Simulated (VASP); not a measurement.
InAs (space group F-43m, No. 216). Coordinates: an entry of the Crystallography Open Database, as set up for an electronic-structure calculation.

Space group F-43m (No. 216). a = 6.036 Å, b = 6.036 Å, c = 6.036 Å, α = 90.00°, β = 90.00°, γ = 90.00°
```csv
atom,site,symmetry,x,y,z
In,4a,-43m,0.0000,0.0000,0.0000
As,4c,-43m,0.2500,0.7500,0.7500
```

Describe the stacking along [111], with columns A (0, 0), B (1/3, 2/3), C (2/3, 1/3) of the hexagonal mesh spanned by (a − b)/2 and (b − c)/2.

In(A) – As(A) – In(B) – As(B) – In(C) – As(C) (six layers in 10.45 Å).

As layers alone: ABC, the cubic close-packed type.

In: three tetrahedral sites, counted in one hexagonal cell.

Polytype symbol 3C, the symbol of a tetrahedral polytype (number of double layers in the repeat and lattice).

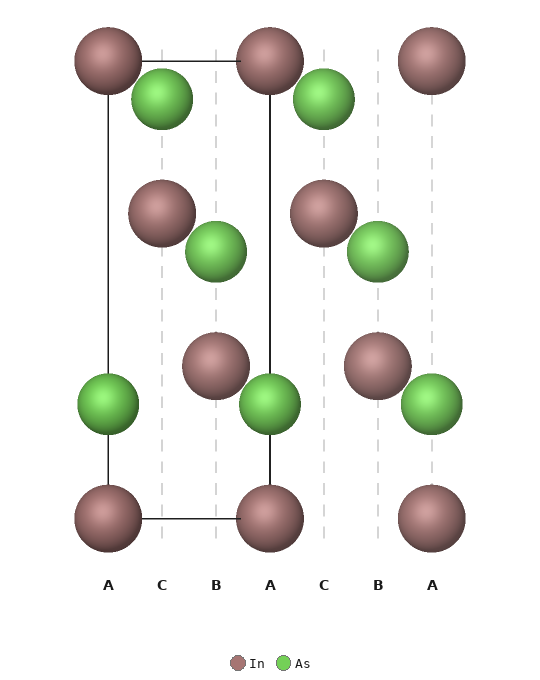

Projection along an edge of the hexagonal mesh, stacking direction [111] upwards. The dashed lines mark the three columns A (0, 0), B (1/3, 2/3) and C (2/3, 1/3). The box is the hexagonal cell of the face-centred cubic lattice. The sequence starts with the first layer at or above the cell's origin.
